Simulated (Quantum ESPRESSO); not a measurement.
# A series of single points on YN

System: YN (2 atoms in the cell).
Method: Kohn-Sham DFT of a periodic cell, PBE, SSSP 1.3 efficiency PBE, no spin polarisation (Quantum ESPRESSO 7.5).

The 7 runs differ only in the geometry, by an even scaling of the cell at fixed fractional positions. The structure derives from an entry of the Crystallography Open Database.

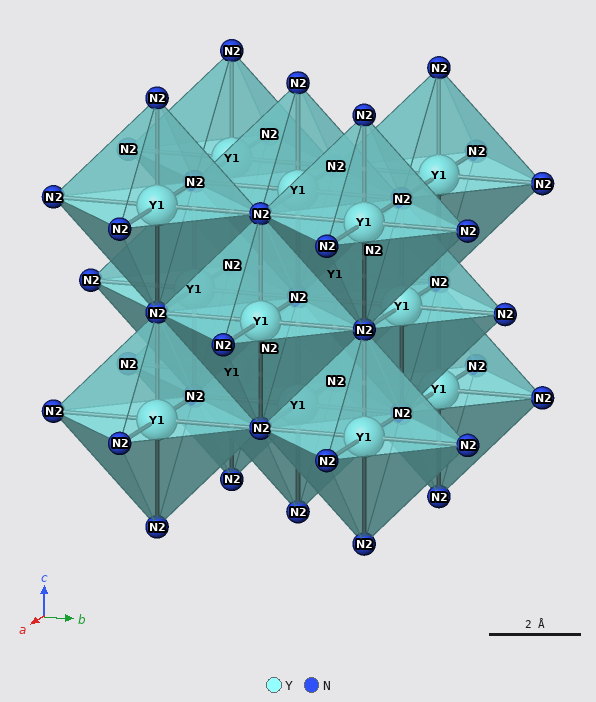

Figure 1. The structure of run 4 (polyhedral view of the cell 4 times as large as that of the calculation, set on its symmetry axes, seen slightly off an axis; polyhedra are completed across the faces of the cell; atoms are numbered from 1 in the order of the input).

### Input of run 4
```
&CONTROL
  calculation = 'scf'
  prefix = 'pwscf'
  outdir = './tmp'
  pseudo_dir = './pseudo'
  tprnfor = .true.
  tstress = .true.
  disk_io = 'nowf'
/
&SYSTEM
  ibrav = 0
  nat = 2
  ntyp = 2
  ecutwfc = 60
  ecutrho = 480
  nbnd = 14
  occupations = 'smearing'
  smearing = 'fd'
  degauss = 0.00367493
/
&ELECTRONS
  conv_thr = 4d-10
  electron_maxstep = 120
  mixing_beta = 0.5
/
ATOMIC_SPECIES
Y     88.9058 Y_pbe_v1.uspp.F.UPF
N     14.0070 N.pbe-n-radius_5.UPF
CELL_PARAMETERS angstrom
   0.0000000000    2.4385000000    2.4385000000
   2.4385000000    0.0000000000    2.4385000000
   2.4385000000    2.4385000000    0.0000000000
ATOMIC_POSITIONS crystal
Y      0.0000000000    0.0000000000    0.0000000000
N      0.5000000000    0.5000000000    0.5000000000
K_POINTS automatic
9 9 9 0 0 0
```

Command:
```bash
OMP_NUM_THREADS=1 pw.x -in pw.in > pw.out
```

Run 6 differs from it as follows:
```diff
-   0.0000000000    2.4385000000    2.4385000000
-   2.4385000000    0.0000000000    2.4385000000
-   2.4385000000    2.4385000000    0.0000000000
+   0.0000000000    2.4705892062    2.4705892062
+   2.4705892062    0.0000000000    2.4705892062
+   2.4705892062    2.4705892062    0.0000000000
```

### Results, with one run withheld

| run | volume per atom (Å³) | free energy per atom, from the lowest run given (meV) | pressure (GPa) | gap on the mesh (eV) |
| --- | --- | --- | --- | --- |
| 1 | 13.630 | 48.30 | 14.64 | 0.13 |
| 2 | 13.920 | 25.54 | 10.23 | 0.17 |
| 3 | 14.210 | 10.39 | 6.24 | 0.21 |
| 4 | 14.500 | 2.09 | 2.64 | 0.24 |
| 5 | 14.790 | 0.00 | −0.60 | 0.27 |
| 6 | 15.080 | ? | ? | ? |
| 7 | 15.370 | 12.02 | −6.18 | 0.33 |

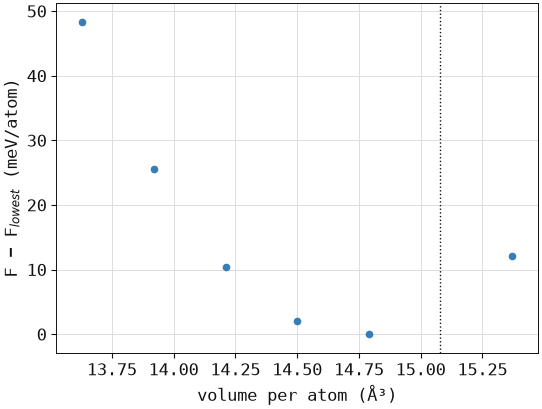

Figure 2. Free energy per atom of the runs given; the dotted line marks run 6.

Estimate the energy of run 6 from the others.

A cubic polynomial in V^(−2/3) (the Birch–Murnaghan form), fitted to the 6 runs given, misses them by at most 0.01 meV per atom. With x = V^(−2/3) − 0.16907 Å⁻², it reads F = 4.616 + 3344.7 x + 5.9914e+05 x² + 3.4772e+05 x³ (meV per atom). At run 6 it gives 3.48 meV per atom, and the run itself gives 3.49. The slope of the fit gives a pressure −dF/dV of −3.37 GPa there, and the run prints −3.53 GPa. The two needn't agree exactly: the fit is approximate, and the printed stress is taken on a finite basis. The fit has its minimum at 14.749 Å³ per atom, where V d²F/dV² gives 159 GPa: the bulk modulus at this level, since symmetry fixes the shape and the positions. The gap on the mesh goes, without turning, from 0.13 eV in run 1 to 0.33 eV in run 7; run 6 has 0.31 eV. These are gaps of this functional on this mesh, which can miss the band edges; they aren't the measured gap.

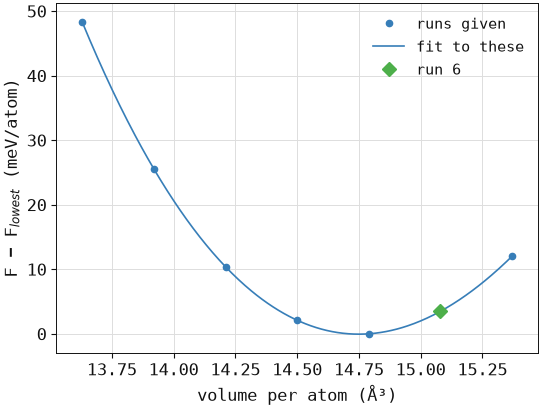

Figure 3. The fit and the withheld run.

### Some lines of the output (run 6)
```
[...]
     total energy              =    -107.80570440 Ry
     total energy              =    -107.94026818 Ry
     total energy              =    -107.94191643 Ry
     total energy              =    -107.94213658 Ry
     total energy              =    -107.94218640 Ry
     total energy              =    -107.94219171 Ry
     total energy              =    -107.94219155 Ry
     total energy              =    -107.94219173 Ry
     total energy              =    -107.94219174 Ry
     the Fermi energy is    11.8878 ev
!    total energy              =    -107.94219174 Ry
     The total energy is F=E-TS. E is the sum of the following terms:
     Computing stress (Cartesian axis) and pressure
          total   stress  (Ry/bohr**3)                   (kbar)     P=      -35.33
```

Notes on the run: negative rho.
